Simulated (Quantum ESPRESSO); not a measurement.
# Run report: P, band-structure run (part 1 of 3)

P (Cmce, 4 atoms in the cell), computed with Kohn-Sham DFT of a periodic cell, vdW-DF3-opt1, PseudoDojo 0.4.1 SR PBE standard, no spin polarisation (Quantum ESPRESSO 7.5).

The structure derives from a Materials Project entry.

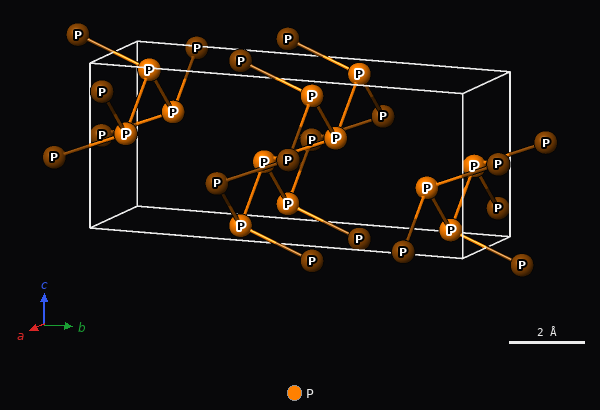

The structure as given in the input (ball-and-stick view of the cell 2 times as large as that of the calculation, set on its symmetry axes, seen slightly off an axis; neighbours outside the cell are drawn fainter). An atom can appear more than once, as a periodic image. Near neighbours in the periodic cell (some may lie outside the picture): P has 3 P at 2.20 to 2.25 Å.

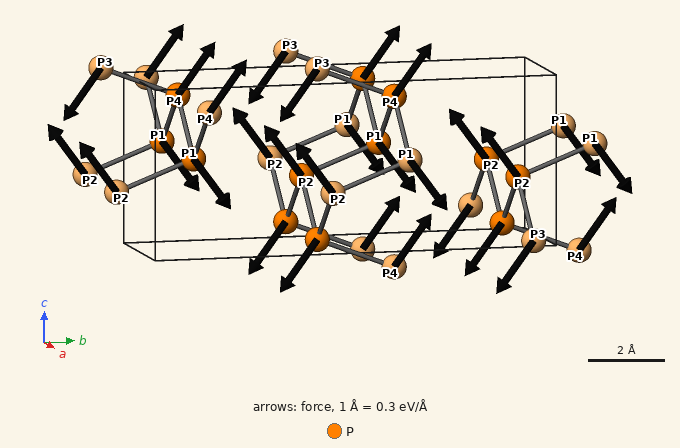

Forces on the atoms as black arrows (ball-and-stick view of the cell 2 times as large as that of the calculation, set on its symmetry axes, seen slightly off an axis; neighbours outside the cell are drawn fainter; atoms are numbered from 1 in the order of the input). The largest act on all 4 P atoms (0.52 eV/Å). The geometry is not a stationary point of this energy.

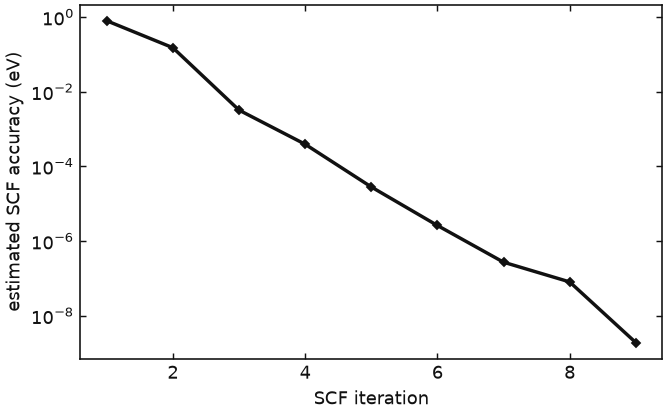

Convergence of the self-consistent field: estimated SCF accuracy against the iteration. The field takes 9 iterations in all.

The input that produced these results follows, with the program's output.

## Input
```
&CONTROL
  calculation = 'scf'
  prefix = 'pwscf'
  outdir = './tmp'
  pseudo_dir = './pseudo'
  tprnfor = .true.
  tstress = .true.
  disk_io = 'low'
/
&SYSTEM
  ibrav = 0
  A = 5.70803773
  nat = 4
  ntyp = 1
  ecutwfc = 44
  nbnd = 16
  input_dft = 'vdw-df3-opt1'
  occupations = 'smearing'
  smearing = 'fd'
  degauss = 0.00367493
/
&ELECTRONS
  conv_thr = 8d-10
  electron_maxstep = 120
  mixing_beta = 0.5
/
ATOMIC_SPECIES
P     30.9738 P.upf
CELL_PARAMETERS alat
   0.2886706784   -0.9574284515    0.0000000000
   0.2886706784    0.9574284515    0.0000000000
   0.0000000000    0.0000000000    0.7960065797
ATOMIC_POSITIONS alat
P      0.2886706784   -0.7738762623    0.4687007495
P      0.2886706784    0.7738762623    0.3273058301
P      0.2886706784   -0.1835521892    0.0706974597
P      0.2886706784    0.1835521892    0.7253091200
K_POINTS automatic
8 8 6 0 0 0
```

## File pp_density.in
```
&INPUTPP
  prefix = 'pwscf'
  outdir = './tmp'
  filplot = 'density.dat'
  plot_num = 0
/
&PLOT
  nfile = 1
  filepp(1) = 'density.dat'
  iflag = 3
  output_format = 6
  fileout = 'density.cube'
/
```

## File pp_potential.in
```
&INPUTPP
  prefix = 'pwscf'
  outdir = './tmp'
  filplot = 'potential.dat'
  plot_num = 11
/
&PLOT
  nfile = 1
  filepp(1) = 'potential.dat'
  iflag = 3
  output_format = 6
  fileout = 'potential.cube'
/
```

## File pp_elf.in
```
&INPUTPP
  prefix = 'pwscf'
  outdir = './tmp'
  filplot = 'elf.dat'
  plot_num = 8
/
&PLOT
  nfile = 1
  filepp(1) = 'elf.dat'
  iflag = 3
  output_format = 6
  fileout = 'elf.cube'
/
```

## File bands.in
```
&CONTROL
  calculation = 'bands'
  prefix = 'pwscf'
  outdir = './tmp'
  pseudo_dir = './pseudo'
  disk_io = 'low'
  verbosity = 'high'
/
&SYSTEM
  ibrav = 0
  A = 5.70803773
  nat = 4
  ntyp = 1
  ecutwfc = 44
  nbnd = 16
  input_dft = 'vdw-df3-opt1'
  occupations = 'smearing'
  smearing = 'fd'
  degauss = 0.00367493
/
&ELECTRONS
  conv_thr = 1d-08
  electron_maxstep = 120
  mixing_beta = 0.5
  diago_full_acc = .true.
/
ATOMIC_SPECIES
P     30.9738 P.upf
CELL_PARAMETERS alat
   0.2886706784   -0.9574284515    0.0000000000
   0.2886706784    0.9574284515    0.0000000000
   0.0000000000    0.0000000000    0.7960065797
ATOMIC_POSITIONS alat
P      0.2886706784   -0.7738762623    0.4687007495
P      0.2886706784    0.7738762623    0.3273058301
P      0.2886706784   -0.1835521892    0.0706974597
P      0.2886706784    0.1835521892    0.7253091200
K_POINTS crystal
60
 0.0000000000  0.0000000000  0.0000000000 1
 0.0454544179  0.0454544179  0.0000000000 1
 0.0909088358  0.0909088358  0.0000000000 1
 0.1363632536  0.1363632536  0.0000000000 1
 0.1818176715  0.1818176715  0.0000000000 1
 0.2272720894  0.2272720894  0.0000000000 1
 0.2727265073  0.2727265073  0.0000000000 1
 0.0000000000  0.5000000000  0.0000000000 1
 0.0000000000  0.5000000000  0.1250000000 1
 0.0000000000  0.5000000000  0.2500000000 1
 0.0000000000  0.5000000000  0.3750000000 1
 0.0000000000  0.5000000000  0.5000000000 1
 0.2727265073  0.2727265073  0.5000000000 1
 0.2337655777  0.2337655777  0.5000000000 1
 0.1948046481  0.1948046481  0.5000000000 1
 0.1558437184  0.1558437184  0.5000000000 1
 0.1168827888  0.1168827888  0.5000000000 1
 0.0779218592  0.0779218592  0.5000000000 1
 0.0389609296  0.0389609296  0.5000000000 1
 0.0000000000  0.0000000000  0.5000000000 1
 0.0000000000  0.0000000000  0.4000000000 1
 0.0000000000  0.0000000000  0.3000000000 1
 0.0000000000  0.0000000000  0.2000000000 1
 0.0000000000  0.0000000000  0.1000000000 1
 0.0000000000  0.0000000000  0.0000000000 1
-0.1250000000  0.1250000000  0.0000000000 1
-0.2500000000  0.2500000000  0.0000000000 1
-0.3750000000  0.3750000000  0.0000000000 1
-0.5000000000  0.5000000000  0.0000000000 1
-0.4675323582  0.5324676418  0.0000000000 1
-0.4350647164  0.5649352836  0.0000000000 1
-0.4025970745  0.5974029255  0.0000000000 1
-0.3701294327  0.6298705673  0.0000000000 1
-0.3376617909  0.6623382091  0.0000000000 1
-0.3051941491  0.6948058509  0.0000000000 1
-0.2727265073  0.7272734927  0.0000000000 1
-0.2727265073  0.7272734927  0.1000000000 1
-0.2727265073  0.7272734927  0.2000000000 1
-0.2727265073  0.7272734927  0.3000000000 1
-0.2727265073  0.7272734927  0.4000000000 1
-0.2727265073  0.7272734927  0.5000000000 1
-0.3051941491  0.6948058509  0.5000000000 1
-0.3376617909  0.6623382091  0.5000000000 1
-0.3701294327  0.6298705673  0.5000000000 1
-0.4025970745  0.5974029255  0.5000000000 1
-0.4350647164  0.5649352836  0.5000000000 1
-0.4675323582  0.5324676418  0.5000000000 1
-0.5000000000  0.5000000000  0.5000000000 1
-0.5000000000  0.5000000000  0.4166666667 1
-0.5000000000  0.5000000000  0.3333333333 1
-0.5000000000  0.5000000000  0.2500000000 1
-0.5000000000  0.5000000000  0.1666666667 1
-0.5000000000  0.5000000000  0.0833333333 1
-0.5000000000  0.5000000000  0.0000000000 1
 0.0000000000  0.0000000000  0.5000000000 1
-0.1000000000  0.1000000000  0.5000000000 1
-0.2000000000  0.2000000000  0.5000000000 1
-0.3000000000  0.3000000000  0.5000000000 1
-0.4000000000  0.4000000000  0.5000000000 1
-0.5000000000  0.5000000000  0.5000000000 1
```

Command:
```bash
OMP_NUM_THREADS=1 pw.x -in pw.in > pw.out
OMP_NUM_THREADS=1 pp.x -in pp_density.in > pp_density.out
OMP_NUM_THREADS=1 pp.x -in pp_potential.in > pp_potential.out
OMP_NUM_THREADS=1 pp.x -in pp_elf.in > pp_elf.out
OMP_NUM_THREADS=1 pw.x -in bands.in > bands.out
```

## What the program printed
```
This program is part of the open-source Quantum ESPRESSO suite
     for quantum simulation of materials; please cite
         "P. Giannozzi et al., J. Phys.:Condens. Matter 21 395502 (2009);
         "P. Giannozzi et al., J. Phys.:Condens. Matter 29 465901 (2017);
         "P. Giannozzi et al., J. Chem. Phys. 152 154105 (2020);
          URL
     in publications or presentations arising from this work. More details at

     IMPORTANT: XC functional enforced from input :
     Exchange-correlation= VDW-DF3-OPT1
                           (   1   4  45   0   3   0   0)
     Any further DFT definition will be discarded
     Please, verify this is what you really want

     Message from routine setup:
     using ibrav=0 with symmetry is DISCOURAGED, use correct ibrav instead

     G-vector sticks info
     --------------------
     sticks:   dense  smooth     PW     G-vecs:    dense   smooth      PW
     Sum         899     899    307                21763    21763    4263

     Using Slab Decomposition

     bravais-lattice index     =            0
     lattice parameter (alat)  =      10.7866  a.u.
     unit-cell volume          =     552.2208 (a.u.)^3
     number of atoms/cell      =            4
     number of atomic types    =            1
     number of electrons       =        20.00
     number of Kohn-Sham states=           16
     kinetic-energy cutoff     =      44.0000  Ry
     charge density cutoff     =     176.0000  Ry
     scf convergence threshold =      8.0E-10
     mixing beta               =       0.5000
     number of iterations used =            8  plain     mixing
     Exchange-correlation= VDW-DF3-OPT1
                           (   1   4  45   0   3   0   0)

     celldm(1)=  10.786628  celldm(2)=   0.000000  celldm(3)=   0.000000
     celldm(4)=   0.000000  celldm(5)=   0.000000  celldm(6)=   0.000000

     crystal axes: (cart. coord. in units of alat)
               a(1) = (   0.288671  -0.957428   0.000000 )
               a(2) = (   0.288671   0.957428   0.000000 )
               a(3) = (   0.000000   0.000000   0.796007 )

     reciprocal axes: (cart. coord. in units 2 pi/alat)
               b(1) = (  1.732078 -0.522232  0.000000 )
               b(2) = (  1.732078  0.522232 -0.000000 )
               b(3) = ( -0.000000  0.000000  1.256271 )

     PseudoPot. # 1 for P  read from file:
     P.upf
     Pseudo is Norm-conserving + core correction, Zval =  5.0
     Generated using ONCVPSP code by D. R. Hamann
     Using radial grid of 1298 points,  6 beta functions with:
                l(1) =   0
                l(2) =   0
                l(3) =   1
                l(4) =   1
                l(5) =   2
                l(6) =   2

     atomic species   valence    mass     pseudopotential
     P                 5.00    30.97380     P ( 1.00)

      8 Sym. Ops., with inversion, found ( 4 have fractional translation)

   Cartesian axes

     site n.     atom                  positions (alat units)
         1        P      tau(   1) = (   0.2886707  -0.7738763   0.4687007  )
         2        P      tau(   2) = (   0.2886707   0.7738763   0.3273058  )
         3        P      tau(   3) = (   0.2886707  -0.1835522   0.0706975  )
         4        P      tau(   4) = (   0.2886707   0.1835522   0.7253091  )

     number of k points=    84  Fermi-Dirac smearing, width (Ry)=  0.0037
                       cart. coord. in units 2pi/alat
        k(    1) = (   0.0000000   0.0000000   0.0000000), wk =   0.0052083
        k(    2) = (   0.0000000   0.0000000   0.2093785), wk =   0.0104167
        k(    3) = (   0.0000000   0.0000000   0.4187570), wk =   0.0104167
        k(    4) = (   0.0000000   0.0000000  -0.6281355), wk =   0.0052083
        k(    5) = (   0.2165097   0.0652790   0.0000000), wk =   0.0208333
        k(    6) = (   0.2165097   0.0652790   0.2093785), wk =   0.0416667
        k(    7) = (   0.2165097   0.0652790   0.4187570), wk =   0.0416667
        k(    8) = (   0.2165097   0.0652790  -0.6281355), wk =   0.0208333
        k(    9) = (   0.4330194   0.1305581   0.0000000), wk =   0.0208333
        k(   10) = (   0.4330194   0.1305581   0.2093785), wk =   0.0416667
        k(   11) = (   0.4330194   0.1305581   0.4187570), wk =   0.0416667
        k(   12) = (   0.4330194   0.1305581  -0.6281355), wk =   0.0208333
        k(   13) = (   0.6495291   0.1958371   0.0000000), wk =   0.0208333
        k(   14) = (   0.6495291   0.1958371   0.2093785), wk =   0.0416667
        k(   15) = (   0.6495291   0.1958371   0.4187570), wk =   0.0416667
        k(   16) = (   0.6495291   0.1958371  -0.6281355), wk =   0.0208333
        k(   17) = (  -0.8660388  -0.2611161   0.0000000), wk =   0.0104167
        k(   18) = (  -0.8660388  -0.2611161   0.2093785), wk =   0.0208333
        k(   19) = (  -0.8660388  -0.2611161   0.4187570), wk =   0.0208333
        k(   20) = (  -0.8660388  -0.2611161  -0.6281355), wk =   0.0104167
        k(   21) = (   0.4330194   0.0000000   0.0000000), wk =   0.0104167
        k(   22) = (   0.4330194   0.0000000   0.2093785), wk =   0.0208333
        k(   23) = (   0.4330194   0.0000000   0.4187570), wk =   0.0208333
        k(   24) = (   0.4330194   0.0000000  -0.6281355), wk =   0.0104167
        k(   25) = (   0.6495291   0.0652790   0.0000000), wk =   0.0208333
        k(   26) = (   0.6495291   0.0652790   0.2093785), wk =   0.0416667
        k(   27) = (   0.6495291   0.0652790   0.4187570), wk =   0.0416667
        k(   28) = (   0.6495291   0.0652790  -0.6281355), wk =   0.0208333
        k(   29) = (   0.8660388   0.1305581   0.0000000), wk =   0.0208333
        k(   30) = (   0.8660388   0.1305581   0.2093785), wk =   0.0416667
        k(   31) = (   0.8660388   0.1305581   0.4187570), wk =   0.0416667
        k(   32) = (   0.8660388   0.1305581  -0.6281355), wk =   0.0208333
        k(   33) = (  -0.6495291  -0.3263951   0.0000000), wk =   0.0208333
        k(   34) = (  -0.6495291  -0.3263951   0.2093785), wk =   0.0416667
        k(   35) = (  -0.6495291  -0.3263951   0.4187570), wk =   0.0416667
        k(   36) = (  -0.6495291  -0.3263951  -0.6281355), wk =   0.0208333
        k(   37) = (  -0.4330194  -0.2611161   0.0000000), wk =   0.0208333
        k(   38) = (  -0.4330194  -0.2611161   0.2093785), wk =   0.0416667
        k(   39) = (  -0.4330194  -0.2611161   0.4187570), wk =   0.0416667
        k(   40) = (  -0.4330194  -0.2611161  -0.6281355), wk =   0.0208333
        k(   41) = (  -0.2165097  -0.1958371   0.0000000), wk =   0.0208333
        k(   42) = (  -0.2165097  -0.1958371   0.2093785), wk =   0.0416667
        k(   43) = (  -0.2165097  -0.1958371   0.4187570), wk =   0.0416667
        k(   44) = (  -0.2165097  -0.1958371  -0.6281355), wk =   0.0208333
        k(   45) = (   0.0000000  -0.1305581   0.0000000), wk =   0.0104167
        k(   46) = (   0.0000000  -0.1305581   0.2093785), wk =   0.0208333
        k(   47) = (   0.0000000  -0.1305581   0.4187570), wk =   0.0208333
        k(   48) = (   0.0000000  -0.1305581  -0.6281355), wk =   0.0104167
        k(   49) = (   0.8660388   0.0000000   0.0000000), wk =   0.0104167
        k(   50) = (   0.8660388   0.0000000   0.2093785), wk =   0.0208333
        k(   51) = (   0.8660388   0.0000000   0.4187570), wk =   0.0208333
        k(   52) = (   0.8660388   0.0000000  -0.6281355), wk =   0.0104167
        k(   53) = (   1.0825485   0.0652790   0.0000000), wk =   0.0208333
        k(   54) = (   1.0825485   0.0652790   0.2093785), wk =   0.0416667
        k(   55) = (   1.0825485   0.0652790   0.4187570), wk =   0.0416667
        k(   56) = (   1.0825485   0.0652790  -0.6281355), wk =   0.0208333
        k(   57) = (  -0.4330194  -0.3916742   0.0000000), wk =   0.0208333
        k(   58) = (  -0.4330194  -0.3916742   0.2093785), wk =   0.0416667
        k(   59) = (  -0.4330194  -0.3916742   0.4187570), wk =   0.0416667
        k(   60) = (  -0.4330194  -0.3916742  -0.6281355), wk =   0.0208333
        k(   61) = (  -0.2165097  -0.3263951   0.0000000), wk =   0.0208333
        k(   62) = (  -0.2165097  -0.3263951   0.2093785), wk =   0.0416667
        k(   63) = (  -0.2165097  -0.3263951   0.4187570), wk =   0.0416667
        k(   64) = (  -0.2165097  -0.3263951  -0.6281355), wk =   0.0208333
        k(   65) = (   0.0000000  -0.2611161   0.0000000), wk =   0.0104167
        k(   66) = (   0.0000000  -0.2611161   0.2093785), wk =   0.0208333
        k(   67) = (   0.0000000  -0.2611161   0.4187570), wk =   0.0208333
        k(   68) = (   0.0000000  -0.2611161  -0.6281355), wk =   0.0104167
        k(   69) = (   1.2990582   0.0000000   0.0000000), wk =   0.0104167
        k(   70) = (   1.2990582   0.0000000   0.2093785), wk =   0.0208333
        k(   71) = (   1.2990582   0.0000000   0.4187570), wk =   0.0208333
        k(   72) = (   1.2990582   0.0000000  -0.6281355), wk =   0.0104167
        k(   73) = (  -0.2165097  -0.4569532   0.0000000), wk =   0.0208333
        k(   74) = (  -0.2165097  -0.4569532   0.2093785), wk =   0.0416667
        k(   75) = (  -0.2165097  -0.4569532   0.4187570), wk =   0.0416667
```
